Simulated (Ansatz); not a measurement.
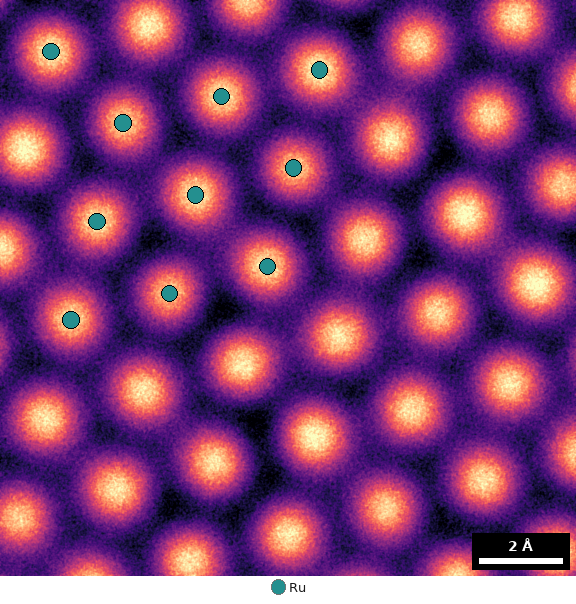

Dark-field STEM-like image of Ru (P6/mmm, No. 191) along [001]. The image is simulated as a sum over atoms of Z^1.6, blurred by a 1.30 Å probe (no channelling). The probe carries 15 % of its weight in a tail 2.5 times as wide. The display is stretched by a gamma of 0.8; percentages refer to the linear signal. Shot noise and the speckle of an amorphous layer were added. Model: the end point of a relaxation with DFT, revPBE, plane waves (420 eV) with PAW, scalar-relativistic (Ansatz 0.2.0); the starting structure was generated, so it need not be a known form of this composition.

Coloured dots in one corner mark the columns of the model.

> Interpret the image.

The columns repeat on a hexagonal net with a repeat of 2.47 Å (plane group p6mm). All columns are alike (Ru). The shortest distance between visible columns is 2.47 Å in projection. Along the beam the structure repeats every 2.69 Å.
